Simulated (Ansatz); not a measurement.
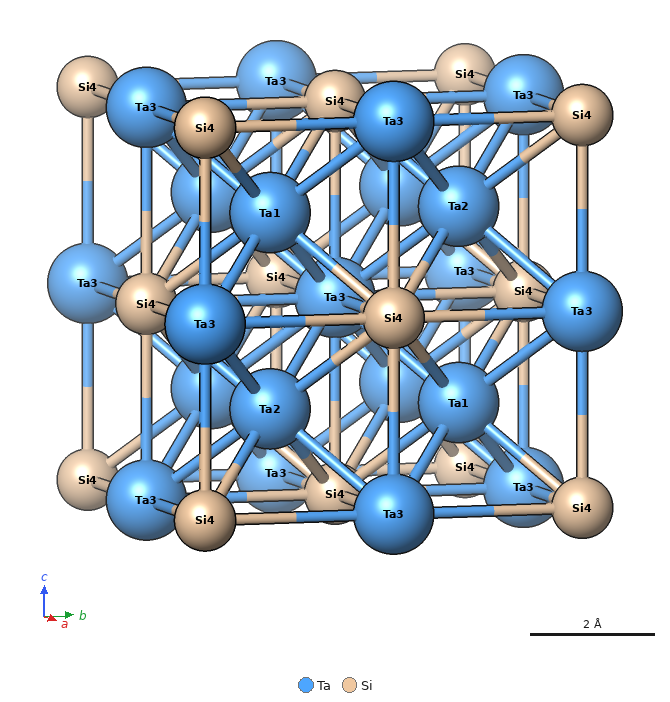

Figure 1. The input geometry (ball-and-stick view of the cell 4 times as large as that of the calculation, set on its symmetry axes, seen slightly off an axis; atoms are numbered from 1 in the order of the input). An atom can appear more than once, as a periodic image. Near neighbours in the periodic cell (some may lie outside the picture): Ta has 4 Si at 2.77 Å and 4 Ta at 2.77 Å; Ta has 6 Si at 3.20 Å and 8 Ta at 2.77 Å; Si has 14 Ta at 2.77 to 3.20 Å.

# Geometry relaxation of Ta₃Si (part 1 of 2)

Ta₃Si (4 atoms in the cell), computed with DFT PBEsol, scalar-relativistic, plane waves, PAW, no spin polarisation (Ansatz 0.2.0).

The structure was made by swapping elements on the sites of another compound; it need not be a known phase. It belongs to a series of runs on one base structure; here: Ru -> Si on all its sites, cell and atoms relaxed. Figures and captions count atoms from 1; the log counts them from 0 in places.

## Log
```
Engine: ansatz 0.2.0, x86_64-unknown-linux-gnu
Pseudopotentials: kind: paw
Pseudopotential: Ta, paw, valence charge 13, recommended cutoff 420 eV (normal), Ta.paw.azcp
Pseudopotential: Si, paw, valence charge 4, recommended cutoff 420 eV (normal), Si.paw.azcp
Functional definition: PBEsol
  exchange = pbesol_x
  correlation = pbesol_c
Crystal: 4 atoms, lattice volume = 65.337 Å³
Basis set: ecut = 420 eV, 1243 PW (Γ), exchange–correlation on 64×64×64 points (8 copies of the dense FFT grid, shifted against one another)
Bands: 26, of which v1, the nominal top of the filled ones, is band 22 counted from 1 (21 counted from 0)
Symmetry: 48 space group operations
Space group: Fm-3m (ITA 225), of the structure as read, at distance tolerance 4.0e-5 Å
k-points: 72 of 1728
Non-local potential: Ta, projectors of the file, l = 0: 3, l = 1: 2, l = 2: 2, l = 3: 1
Non-local potential: Si, projectors of the file, l = 0: 2, l = 1: 2, l = 2: 2
PAW form: soft (Blöchl's): semilocal exchange-correlation on the pseudo side does not see the compensation charge
PAW frozen core: Ta, regenerated for the run's functional, and the local potential with it (the file was generated under x = pbe(κ = 0.804, μ = 0.2195149727645171), c = pbe(β = 0.06672455060314922))
PAW frozen core: Si, regenerated for the run's functional, and the local potential with it (the file was generated under x = pbe(κ = 0.804, μ = 0.2195149727645171), c = pbe(β = 0.06672455060314922))
PAW one-centre angular grid: Ta, 590 points (default); XC on 64 Gauss nodes
PAW one-centre angular grid: Si, 110 points (default); XC on 64 Gauss nodes
Initial density: superposition of atomic densities (neutral atoms: chi_scale 0, normalization atom), corrected by the library's trained network
Initial wavefunctions: pseudopotential atomic-orbital guess
Functional: x = pbesol(κ = 0.804, μ = 0.12345679012345678), c = pbesol(β = 0.046)
SCF iter   1: F=—  HF=-30041.208948 eV  |F-HF|=—  |Δ(HF+E_count)|=         —  Δρ=9.49e-3  dr2=1.20e-1  ethr=1.77e-3  ⟨swp⟩=5.2  Hψ=8010  notcnv=0
preconditioner: auto → Kerker (q_TF=auto, 2.545 Å⁻¹)  [metal: Δε(μ)=0.013 eV  Ē_g=4.960 eV  σ=0.100 eV  W_gap=0.07  n_scr=14 (ndim 8)  ℏωp=20.0 eV  f_vac=0.000  D(μ)=3.77/eV (n_scr^D=26)]
SCF iter   2: F=—  HF=-30041.189745 eV  |F-HF|=—  |Δ(HF+E_count)|=   1.92e-2  Δρ=4.79e-3  dr2=2.85e-2  ethr=2.80e-4  ⟨swp⟩=1.1  Hψ=2455  notcnv=0
SCF iter   3: F=—  HF=-30041.183092 eV  |F-HF|=—  |Δ(HF+E_count)|=   6.65e-3  Δρ=7.17e-4  dr2=4.72e-4  ethr=6.62e-5  ⟨swp⟩=2.0  Hψ=2459  notcnv=0
SCF iter   4: F=—  HF=-30041.182971 eV  |F-HF|=—  |Δ(HF+E_count)|=   1.21e-4  Δρ=1.17e-4  dr2=1.05e-5  ethr=1.10e-6  ⟨swp⟩=2.0  Hψ=2526  notcnv=0
SCF iter   5: F=—  HF=-30041.182970 eV  |F-HF|=—  |Δ(HF+E_count)|=   1.22e-6  Δρ=1.56e-5  dr2=1.06e-7  ethr=2.45e-8  ⟨swp⟩=2.0  Hψ=2424  notcnv=0  defer=2
SCF iter   6: F=-30041.182970 eV  HF=-30041.182970 eV  |F-HF|=1.33e-9  |Δ(HF+E_count)|=   1.30e-8  Δρ=1.63e-6  dr2=2.24e-9  ethr=2.33e-10  ⟨swp⟩=6.6  Hψ=7269  notcnv=0
SCF 1 converged in 6 iterations: F = -30041.182970 eV  dr2 = 2.24e-9
  greatest PAW one-centre occupation: 1.000 electrons in one spin orbital (limit 2), on the Ta atom at site 2 (counted from 0), in its partial waves of l = 0
relax step   1: F+E_penalty+E_count = -30041.18296965 eV  Δ(F+E_penalty+E_count) = +0.000e0 eV  max|allowed force component| = 1.850e-17 eV/Å  Δτ_max = 0.0000 Å  P = +0.202 GPa  Ω = 65.337 Å³  (6 SCF iters, dr2 threshold 1.00e-7 eV, accepted)
Crystal: 4 atoms, lattice volume = 65.535 Å³
Initial density: handed on by an earlier stage of this run
Initial wavefunctions: those handed on with the density
iter 1 solved again at ethr=3.26e-8 eV; its pass at ethr=3.10e-3 eV (dr2=1.40e-5 eV) is discarded
SCF iter   1: F=—  HF=-30041.182766 eV  |F-HF|=—  |Δ(HF+E_count)|=         —  Δρ=1.15e-4  dr2=1.05e-5  ethr=3.26e-8  ⟨swp⟩=3.1  Hψ=11025  notcnv=0
preconditioner: auto → Kerker (q_TF=auto, 2.543 Å⁻¹)  [metal: Δε(μ)=0.002 eV  Ē_g=4.974 eV  σ=0.100 eV  W_gap=0.01  n_scr=14 (ndim 8)  ℏωp=20.0 eV  f_vac=0.000  D(μ)=3.71/eV (n_scr^D=26)]
SCF iter   2: F=—  HF=-30041.182766 eV  |F-HF|=—  |Δ(HF+E_count)|=   2.06e-7  Δρ=6.53e-5  dr2=3.35e-6  ethr=2.45e-8  ⟨swp⟩=1.0  Hψ=1875  notcnv=0
iter 3 did not close the SCF: its close was put off for the readings that it lacked (scf_convergence_deferred on its scf_iter line)
SCF iter   3: F=-30041.182765 eV  HF=-30041.182765 eV  |F-HF|=1.22e-8  |Δ(HF+E_count)|=   3.56e-7  Δρ=6.20e-6  dr2=2.49e-8  ethr=7.79e-9  ⟨swp⟩=2.0  Hψ=2541  notcnv=0
iter 4 did not close the SCF: its close was put off for the readings that it lacked (scf_convergence_deferred on its scf_iter line)
SCF iter   4: F=-30041.182765 eV  HF=-30041.182765 eV  |F-HF|=3.35e-10  |Δ(HF+E_count)|=   2.38e-9  Δρ=1.12e-6  dr2=7.72e-10  ethr=5.79e-11  ⟨swp⟩=2.1  Hψ=2660  notcnv=0
iter 5 did not close the SCF: its close was put off for the readings that it lacked (scf_convergence_deferred on its scf_iter line)
SCF iter   5: F=-30041.182765 eV  HF=-30041.182765 eV  |F-HF|=2.18e-11  |Δ(HF+E_count)|=  2.18e-11  Δρ=2.82e-7  dr2=4.58e-11  ethr=1.80e-12  ⟨swp⟩=2.0  Hψ=2578  notcnv=0
SCF iter   6: F=-30041.182765 eV  HF=-30041.182765 eV  |F-HF|=3.64e-12  |Δ(HF+E_count)|=  7.28e-12  Δρ=4.65e-8  dr2=9.77e-13  ethr=1.00e-12  ⟨swp⟩=1.0  Hψ=4032  notcnv=0
SCF 2 converged in 6 iterations: F = -30041.182765 eV  dr2 = 9.77e-13
relax step   2: F+E_penalty+E_count = -30041.18276539 eV  Δ(F+E_penalty+E_count) = +2.043e-4 eV  max|allowed force component| = 2.128e-16 eV/Å  Δτ_max = 0.0000 Å  P = -0.423 GPa  Ω = 65.535 Å³  energy of the carried Pulay correction = -6.696e-5 eV  (6 SCF iters, dr2 threshold 1.02e-7 eV, rejected (line search))
Crystal: 4 atoms, lattice volume = 65.401 Å³
iter 1 solved again at ethr=1.44e-8 eV; its pass at ethr=3.10e-3 eV (dr2=6.18e-6 eV) is discarded
SCF iter   1: F=—  HF=-30041.182989 eV  |F-HF|=—  |Δ(HF+E_count)|=         —  Δρ=7.76e-5  dr2=4.69e-6  ethr=1.44e-8  ⟨swp⟩=3.0  Hψ=10928  notcnv=0
preconditioner: auto → Kerker (q_TF=auto, 2.544 Å⁻¹)  [metal: Δε(μ)=0.012 eV  Ē_g=4.982 eV  σ=0.100 eV  W_gap=0.07  n_scr=14 (ndim 8)  ℏωp=20.0 eV  f_vac=0.000  D(μ)=3.71/eV (n_scr^D=26)]
SCF iter   2: F=—  HF=-30041.182988 eV  |F-HF|=—  |Δ(HF+E_count)|=   3.65e-7  Δρ=4.40e-5  dr2=1.50e-6  ethr=1.09e-8  ⟨swp⟩=1.0  Hψ=1873  notcnv=0
SCF iter   3: F=—  HF=-30041.182988 eV  |F-HF|=—  |Δ(HF+E_count)|=   2.91e-8  Δρ=4.20e-6  dr2=1.13e-8  ethr=3.49e-9  ⟨swp⟩=2.0  Hψ=2541  notcnv=0
SCF iter   4: F=—  HF=-30041.182988 eV  |F-HF|=—  |Δ(HF+E_count)|=   1.18e-9  Δρ=7.71e-7  dr2=3.64e-10  ethr=2.62e-11  ⟨swp⟩=2.1  Hψ=2653  notcnv=0
iter 5 did not close the SCF: its close was put off for the readings that it lacked (scf_convergence_deferred on its scf_iter line)
SCF iter   5: F=-30041.182988 eV  HF=-30041.182988 eV  |F-HF|=0.00e0  |Δ(HF+E_count)|=  1.46e-11  Δρ=1.93e-7  dr2=2.15e-11  ethr=1.00e-12  ⟨swp⟩=2.1  Hψ=2579  notcnv=0
SCF iter   6: F=-30041.182988 eV  HF=-30041.182988 eV  |F-HF|=2.18e-11  |Δ(HF+E_count)|=  2.18e-11  Δρ=3.12e-8  dr2=4.20e-13  ethr=1.00e-12  ⟨swp⟩=3.0  Hψ=5917  notcnv=0
SCF 3 converged in 6 iterations: F = -30041.182988 eV  dr2 = 4.20e-13
relax step   3: F+E_penalty+E_count = -30041.18298818 eV  Δ(F+E_penalty+E_count) = -1.853e-5 eV  max|allowed force component| = 1.342e-16 eV/Å  Δτ_max = 0.0000 Å  P = -0.001 GPa  Ω = 65.401 Å³  energy of the carried Pulay correction = -2.164e-5 eV  (6 SCF iters, accepted)
Initial wavefunctions: pseudopotential atomic-orbital guess (no wavefunctions were taken with the density)
iter 1 solved again at ethr=1.86e-8 eV; its pass at ethr=3.10e-3 eV (dr2=8.01e-6 eV) is discarded
SCF iter   1: F=—  HF=-30041.183000 eV  |F-HF|=—  |Δ(HF+E_count)|=         —  Δρ=9.17e-7  dr2=6.50e-11  ethr=1.86e-8  ⟨swp⟩=3.6  Hψ=13882  notcnv=0
eigensolver tolerance schedule: the retry pair's looser diagonalisation over-reported the residual by 123255.86 of it (diagonalisation noise at 2.85 of the residual, at the tolerance the schedule requests for it); recorded, not acted on — ethr = c·dr2/N_el stays at c = 1.0e-1
SCF iter   2: F=—  HF=-30041.183000 eV  |F-HF|=—  |Δ(HF+E_count)|=   1.60e-8  Δρ=5.07e-7  dr2=2.10e-11  ethr=1.00e-12  ⟨swp⟩=3.0  Hψ=4492  notcnv=0
iter 3 did not close the SCF: its close was put off for the readings that it lacked (scf_convergence_deferred on its scf_iter line)
SCF iter   3: F=-30041.183000 eV  HF=-30041.183000 eV  |F-HF|=3.64e-12  |Δ(HF+E_count)|=  1.09e-11  Δρ=9.36e-8  dr2=6.47e-13  ethr=1.00e-12  ⟨swp⟩=1.0  Hψ=1872  notcnv=0
iter 4 did not close the SCF: its close was put off for the readings that it lacked (scf_convergence_deferred on its scf_iter line)
SCF iter   4: F=-30041.183000 eV  HF=-30041.183000 eV  |F-HF|=1.09e-11  |Δ(HF+E_count)|=  1.09e-11  Δρ=1.35e-8  dr2=3.11e-14  ethr=1.00e-12  ⟨swp⟩=1.0  Hψ=1872  notcnv=0
iter 5 did not close the SCF: its close was put off for the readings that it lacked (scf_convergence_deferred on its scf_iter line)
SCF iter   5: F=-30041.183000 eV  HF=-30041.183000 eV  |F-HF|=1.46e-11  |Δ(HF+E_count)|=    0.00e0  Δρ=2.40e-9  dr2=1.63e-15  ethr=1.00e-12  ⟨swp⟩=1.0  Hψ=1872  notcnv=0
iter 6 did not close the SCF: its close was put off for the readings that it lacked (scf_convergence_deferred on its scf_iter line)
SCF iter   6: F=-30041.183000 eV  HF=-30041.183000 eV  |F-HF|=1.09e-11  |Δ(HF+E_count)|=  1.46e-11  Δρ=5.25e-10  dr2=1.10e-16  ethr=1.00e-12  ⟨swp⟩=1.0  Hψ=1872  notcnv=0
SCF iter   7: F=-30041.183000 eV  HF=-30041.183000 eV  |F-HF|=0.00e0  |Δ(HF+E_count)|=  3.64e-12  Δρ=2.10e-10  dr2=2.13e-17  ethr=1.00e-12  ⟨swp⟩=1.0  Hψ=4032  notcnv=0
SCF 4 converged in 7 iterations: F = -30041.183000 eV  dr2 = 2.13e-17
relax step   4: F+E_penalty+E_count = -30041.18299953 eV  Δ(F+E_penalty+E_count) = -1.135e-5 eV  max|allowed force component| = 1.203e-16 eV/Å  Δτ_max = 0.0000 Å  P = -0.000 GPa  Ω = 65.401 Å³  stress off target by 3.11e-4 GPa  SCF on the basis re-selected at this cell (its energy is not comparable with the rows above)  (7 SCF iters)
```

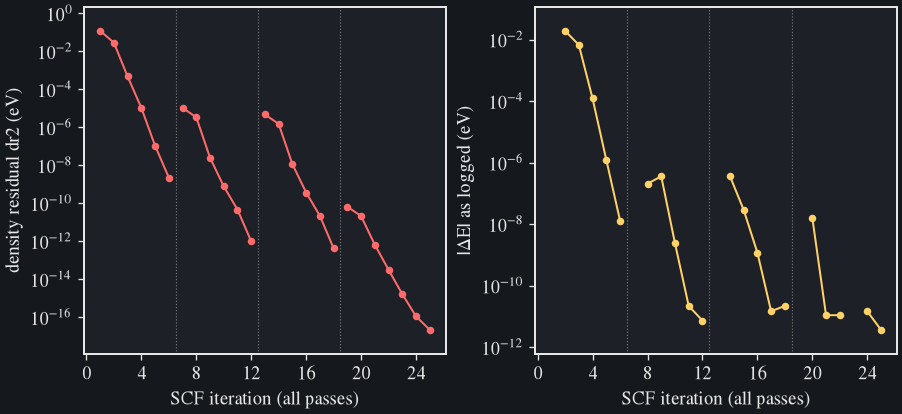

Figure 2. Convergence of the self-consistent field: density residual dr2 and size of the energy change against the SCF iteration. The dotted lines part the SCF passes of the relaxation: geometry steps, rejected trials and re-solves on a re-selected basis. The passes take 6, 6, 6 and 7 iterations.
